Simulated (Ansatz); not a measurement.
The structure in question:

```
CELL_PARAMETERS angstrom
5.94048 0.00000 0.00000
0.00000 5.94048 0.00000
0.00000 0.00000 5.94048
ATOMIC_POSITIONS crystal
Ca 0.00000 0.00000 0.00000
Se 0.50000 0.00000 0.00000
Ca 0.00000 0.50000 0.50000
Se 0.50000 0.50000 0.50000
Ca 0.50000 0.00000 0.50000
Se 0.00000 0.00000 0.50000
Ca 0.50000 0.50000 0.00000
Se 0.00000 0.50000 0.00000
```

Question: What would you see if this were drawn?

Answer: It has the composition CaSe. Its lattice is face-centred cubic, its space group Fm-3m (No. 225). Its structure type: rock salt (NaCl type). In the cell are 4 Ca, 4 Se, which makes 4 formula units. Around each Ca lie six Se in an octahedral arrangement at 2.97 Å. Se bonds to six Ca in an octahedral arrangement at 2.97 Å. The bonds build a three-dimensional framework.

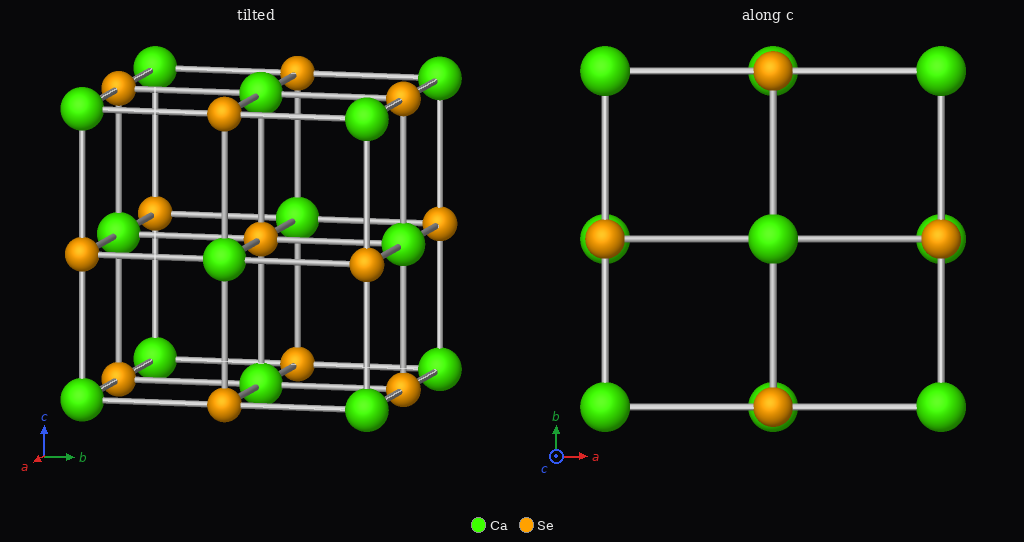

Structure drawing (ball-and-stick), viewed slightly off an axis and along the c axis. The frame is the conventional unit cell; atoms at its boundary are shown with their periodic copies. Colours: calcium green, selenium orange.

The structure comes from a structure listed in the Materials Project. Earlier steps of the study may have refined or changed the cell and positions. It went into a calculation with Ansatz.

At this level of theory the cell isn't at rest (stretched, at -5 GPa), so its distances can differ from those at equilibrium, the more so the softer the solid.
